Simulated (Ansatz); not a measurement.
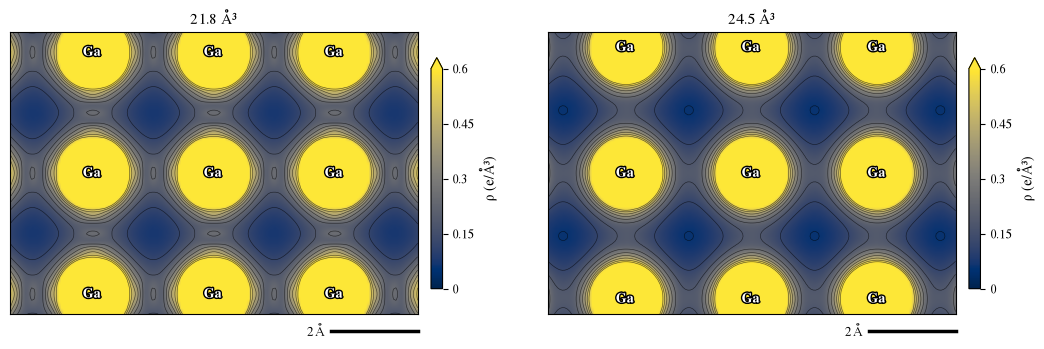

Ga. The valence charge density (pseudo) of cells scaled evenly to different volumes (given per atom above each panel), on the (001) plane of each (indices in the axes of the cell below), at one length scale and on one colour scale.

A generated structure, not necessarily the stable one; computed without spin polarisation.

The calculation used Ansatz 0.2.0, DFT, BLYP, plane waves (420 eV) with PAW, scalar-relativistic.

The largest cell:

```xyz
1
Lattice="2.9045 0.0000 0.0000 0.0000 2.9045 0.0000 0.0000 0.0000 2.9045" Properties=species:S:1:pos:R:3 pbc="T T T"
Ga    0.0000    0.0000    0.0000
```

| volume (Å³/atom) | Ga–Ga contact in the plane (Å) | ρ at its midpoint (e/Å³) | pressure (GPa) | 
| --- | --- | --- | --- |
| 21.78 | 2.793 | 0.254 | 1.4 | 
| 23.59 | 2.868 | ? | ? | 
| 24.50 | 2.904 | 0.191 | −1.8 | 

### Estimate the missing row, and compare with the calculation.

Over the known rows ln ρ falls by 2.57 per Å of Ga–Ga distance (the line through the two), which gives 0.210 e/Å³ at 2.868 Å; the calculation gives 0.201 e/Å³. For the pressure, a straight line in volume between the neighbouring rows gives −0.7 GPa; the calculation gives −1.0.
